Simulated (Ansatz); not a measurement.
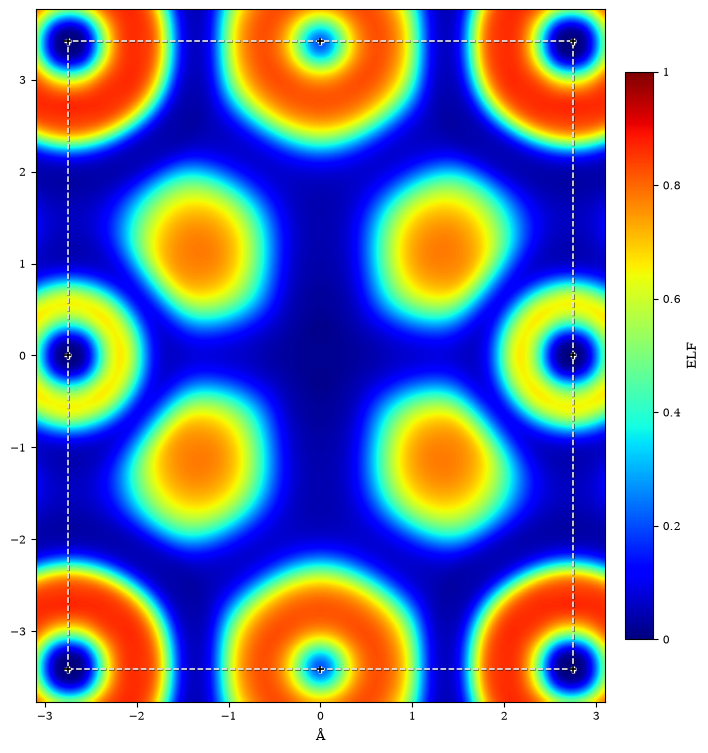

The electron localisation function on a plane through atoms (crosses mark nuclei in the plane).

Level of theory: DFT, PBEsol, PAW with Ansatz's default frozen-core files, scalar-relativistic (Ansatz).

Candidates:
A. WSe2, a = 3.31 Å, b = 3.31 Å, c = 13.06 Å, α = 90.00°, β = 90.00°, γ = 120.00°. Space group P6₃/mmc; not relaxed (largest force 0.4 eV/Å); computed pressure about −4 GPa in this cell.
B. Ru, a = 2.73 Å, b = 2.73 Å, c = 4.28 Å, α = 90.00°, β = 90.00°, γ = 120.00°. Space group P6₃/mmc; changed on purpose from its base cell (equal xx and yy strain of +1 %, PAW files); computed pressure about −12 GPa in this cell; computed without spin polarisation.
C. SrTiO3, a = 5.49 Å, b = 5.49 Å, c = 6.83 Å, α = 90.00°, β = 90.00°, γ = 120.00°. Space group R-3m; changed on purpose from its base cell (equal xy, yz and zx shear strains of +1 %, PAW files); computed without spin polarisation.

Which system is this?

Candidate C: SrTiO3 on the (100) plane of the conventional cell, which holds Sr, Ti and O. Sr–O (2.75 Å): the ELF is about 0.05 at the midpoint: a largely ionic contact.
